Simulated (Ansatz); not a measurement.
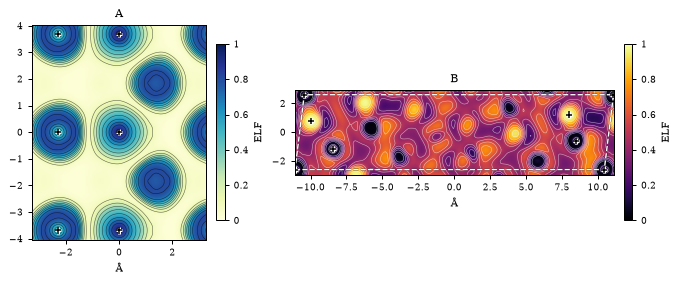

The electron localisation function of 2 systems, each on a plane through atoms (crosses mark nuclei in the plane).

All numbers below come from DFT PBE, scalar-relativistic, plane waves, PAW in Ansatz.

System 1: Al$_{3}$H$_{2}$, the (111) plane of the conventional cell. Space group R-3m; started from the tetradymite_166 prototype, which need not be the ambient phase; computed without spin polarisation.

```
Al H
1.0
     3.02794    0.00000    0.00000
    -1.51397    2.62227    0.00000
     0.00000    0.00000   21.29673
Al H
9 6
Direct
  0.00000 0.00000 0.00000
  0.66667 0.33333 0.33333
  0.33333 0.66667 0.66667
  0.00000 0.00000 0.21831
  0.66667 0.33333 0.55164
  0.33333 0.66667 0.88498
  0.66667 0.33333 0.11502
  0.33333 0.66667 0.44836
  0.00000 0.00000 0.78169
  0.33333 0.66667 0.08178
  0.00000 0.00000 0.41511
  0.66667 0.33333 0.74844
  0.33333 0.66667 0.25156
  0.00000 0.00000 0.58489
  0.66667 0.33333 0.91822
```

System 2: CdF$_{2}$, the (001) plane of the conventional cell. Space group Pnma; a structure from a database of computed crystals, not necessarily the ambient phase; started from the database_62 prototype, which need not be the ambient phase.

```yaml
crystal:
  lattice:
    - [5.86410, 0.00000, 0.00000]
    - [0.00000, 3.69154, 0.00000]
    - [0.00000, 0.00000, 7.20263]
  atoms:
    - { symbol: Cd, position: [0.74268, 0.25000, 0.09607] }
    - { symbol: Cd, position: [0.24268, 0.25000, 0.40393] }
    - { symbol: Cd, position: [0.25732, 0.75000, 0.90393] }
    - { symbol: Cd, position: [0.75732, 0.75000, 0.59607] }
    - { symbol: F, position: [0.63388, 0.25000, 0.40919] }
    - { symbol: F, position: [0.13388, 0.25000, 0.09081] }
    - { symbol: F, position: [0.36612, 0.75000, 0.59081] }
    - { symbol: F, position: [0.86612, 0.75000, 0.90919] }
    - { symbol: F, position: [0.49735, 0.25000, 0.84796] }
    - { symbol: F, position: [0.99735, 0.25000, 0.65204] }
    - { symbol: F, position: [0.50265, 0.75000, 0.15204] }
    - { symbol: F, position: [0.00265, 0.75000, 0.34796] }
```

Which map belongs to which system?

Answer. Panel A is system 2, CdF$_{2}$: the plane holds Cd and F. Cd–F (2.29 Å): the ELF peaks at about 0.80 in the valence shell of F, 0.6 Å from its nucleus, and drops to about 0.05 between the two atoms: no shared electron pair shows on this line. Panel B is system 1, Al$_{3}$H$_{2}$: the plane holds Al and H. Al–H (1.89 Å): the ELF climbs to about 1 towards the hydrogen.
